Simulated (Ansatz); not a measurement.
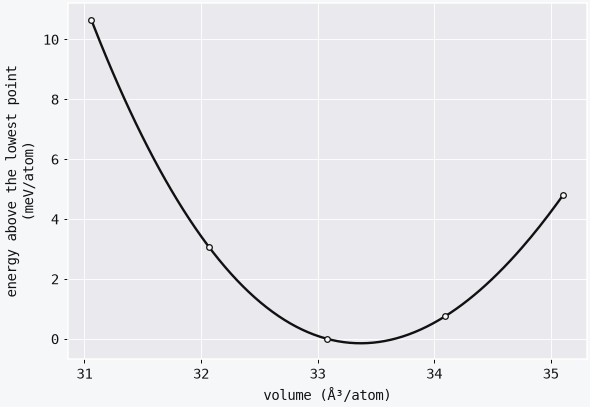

The figure shows the energy above the lowest point against volume.

Method: equation of state of a cubic crystal from periodic Kohn-Sham density functional theory without spin; pressure corrected for the finite basis (Ansatz 0.2.0 development build). Level: r2SCAN.

> For which of these solids was it computed?
A. EuO, Fm-3m (No. 225)
B. Tm, Fm-3m (No. 225)
C. Cl, Fd-3m (No. 227)

C, Cl: energy above the lowest point from 0.0 meV/atom to 10.7 meV/atom. The others give: EuO, energy above the lowest point from 0.0 meV/atom to 98.5 meV/atom; Tm, energy above the lowest point from 0.0 meV/atom to 14.4 meV/atom.

For Cl, limits of the calculation: cubic model structure, not the ambient form; no spin polarisation, a magnetic state may lie lower.

For EuO, limits of the calculation: open f shell treated without spin; open f shell, state may not be the lowest; the volumes run don't bracket the minimum of the energy, so any equilibrium value is extrapolated.

For Tm, limits of the calculation: cubic model structure, not the ambient form; modest k-mesh, values are not fully converged in k; open f shell treated without spin; open f shell, state may not be the lowest.
